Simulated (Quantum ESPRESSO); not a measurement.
Relaxation of cell and atoms of PbO

- system: PbO (P4/nmm, 4 atoms in the cell)
- method: Kohn-Sham DFT of a periodic cell, PBEsol with D3, GBRV 1.5 PBEsol, no spin polarisation (Quantum ESPRESSO 7.5)

The structure derives from an entry of the Crystallography Open Database.

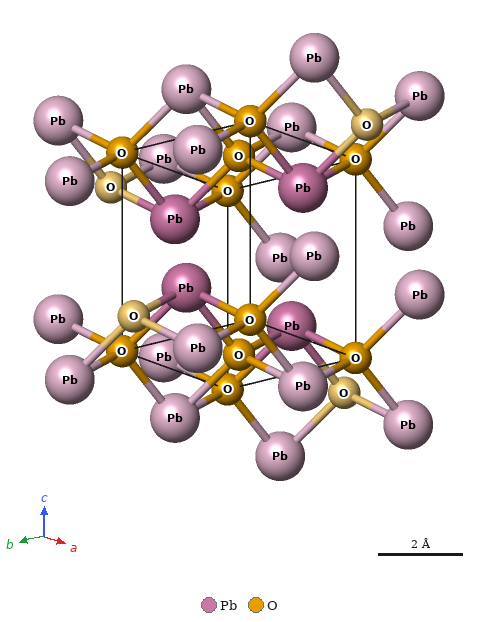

Fig. 1: The input geometry (ball-and-stick view of the cell of the calculation, seen at an oblique angle; neighbours outside the cell are drawn fainter). An atom can appear more than once, as a periodic image.

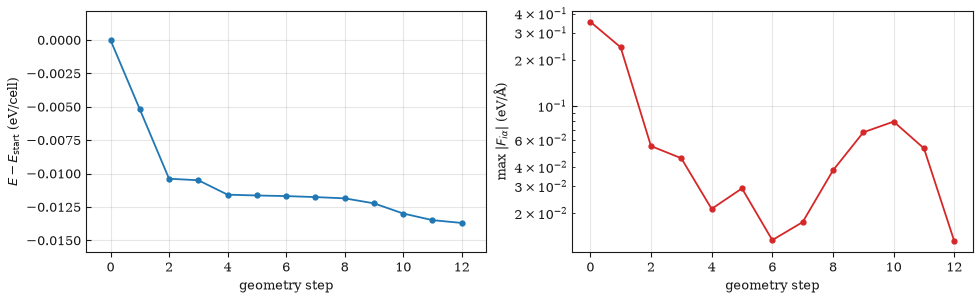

Fig. 2: Progress of the relaxation, step by step (steps are counted from 0).

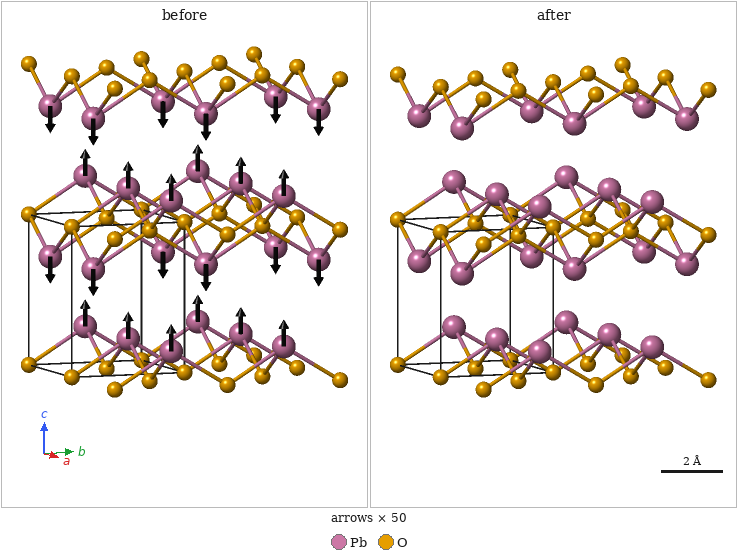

Fig. 3: Before (left) and after (right) the relaxation, at one scale (ball-and-stick view of the cell of the calculation, repeated 2 × 2 × 2, seen slightly off an axis). The black arrows give the displacements (without the part carried along by the change of the cell), magnified 50 times. The energy falls by 13.7 meV per cell of the calculation in 12 geometry steps. Largest force component: 0.35 eV/Å at the start, 0.013 eV/Å at the end. The largest moves relative to the cell, 0.018 Å, are those of Pb1 and Pb2. O stays in place. Cell: a = b 3.990 → 3.981 Å (−0.2 %), c 5.010 → 4.833 Å (−3.5 %). Volume −4.0 %. Among the contacts that change: Pb1–O3 2.329 → 2.313 Å. The space group stays P4/nmm (No. 129). (Atoms are counted from 1 in the order of the input.)

These pictures come from the run below.

### Input file
```python
import numpy as np
from ase.calculators.espresso import Espresso, EspressoProfile
from ase.io import read

atoms = read('POSCAR')

input_data = {
    'control': {'calculation': 'scf', 'prefix': 'pwscf', 'outdir': './tmp', 'tprnfor': True, 'tstress': True, 'disk_io': 'low'},
    'system': {'ecutwfc': 45.0, 'ecutrho': 360.0, 'nbnd': 28, 'occupations': 'smearing', 'smearing': 'fd', 'degauss': 0.00367493, 'vdw_corr': 'grimme-d3', 'dftd3_version': 3},
    'electrons': {'conv_thr': 8e-10, 'electron_maxstep': 120, 'mixing_beta': 0.5},
}
pseudopotentials = {'O': 'o_pbesol_v1.2.uspp.F.UPF', 'Pb': 'pb_pbesol_v1.uspp.F.UPF'}
profile = EspressoProfile(command='mpirun -n 2 pw.x -nk 2', pseudo_dir='pseudo')
dft = Espresso(profile=profile, input_data=input_data, pseudopotentials=pseudopotentials, kpts=(6, 6, 5), koffset=(0, 0, 0))
atoms.calc = dft

from ase.optimize import BFGS
from ase.filters import FrechetCellFilter
done = BFGS(FrechetCellFilter(atoms), trajectory='opt.traj').run(fmax=0.02, steps=30)
print('converged', done)
print('cell (A)', np.round(atoms.cell.cellpar(), 5))
print(f'energy {atoms.get_potential_energy():.8f} eV')
print('forces (eV/A)')
print(np.round(atoms.get_forces(), 6))
print('stress (eV/A^3, Voigt)')
print(np.round(atoms.get_stress(), 8))
print(f'Fermi level {dft.get_fermi_level():.4f} eV')
```

### File POSCAR
```
PbO
1.0
    3.9900000000      0.0000000000      0.0000000000
    0.0000000000      3.9900000000      0.0000000000
    0.0000000000      0.0000000000      5.0100000000
Pb O
2 2
Direct
    0.5000000000      0.0000000000      0.7600000000
    0.0000000000      0.5000000000      0.2400000000
    0.5000000000      0.5000000000      0.0000000000
    0.0000000000      0.0000000000      0.0000000000
```

Command:
```bash
OMP_NUM_THREADS=1 python run.py
```

### The program's output
```
Step          Energy          fmax
BFGS:    0    -5337.525721        0.354035
BFGS:    1    -5337.530900        0.241239
BFGS:    2    -5337.536103        0.054679
BFGS:    3    -5337.536216        0.052248
BFGS:    4    -5337.537297        0.073010
BFGS:    5    -5337.537357        0.063684
BFGS:    6    -5337.537402        0.050780
BFGS:    7    -5337.537477        0.048094
BFGS:    8    -5337.537572        0.063997
BFGS:    9    -5337.537944        0.071066
BFGS:   10    -5337.538708        0.076881
BFGS:   11    -5337.539203        0.051192
BFGS:   12    -5337.539414        0.012695
converged True
cell (A) [ 3.98107  3.98107  4.83267 90.      90.      90.     ]
energy -5337.53941402 eV
forces (eV/A)
[[ 0.        0.       -0.013161]
 [ 0.        0.        0.013161]
 [ 0.        0.        0.      ]
 [ 0.        0.        0.      ]]
stress (eV/A^3, Voigt)
[-0.00022495 -0.00022495 -0.00045632 -0.         -0.          0.        ]
Fermi level 9.6226 eV
```

### Summary

- outcome: converged
- space group (tolerance 0.01 Å): P4/nmm (129)
- electrons treated: 40
- free energy: −5337.5399 eV
- Fermi energy: 9.623 eV
- gap on the k-point mesh: 1.06 eV
- pressure: 0.05 GPa
- final volume: 76.59 Å³
- largest force (length of the vector) at the end: 0.013 eV/Å
- final cell: a = 3.981 Å, b = 3.981 Å, c = 4.833 Å, α = 90.00°, β = 90.00°, γ = 90.00°
- hardware: 2 threads of Arm Neoverse V2, 24 GiB of memory available, shared host
- wall time: 7.3 min (CPU time 15 min)
- peak memory: 0.38 GiB

Further notes kept with the run: negative rho. Spin–orbit coupling is left out, which matters for Pb.
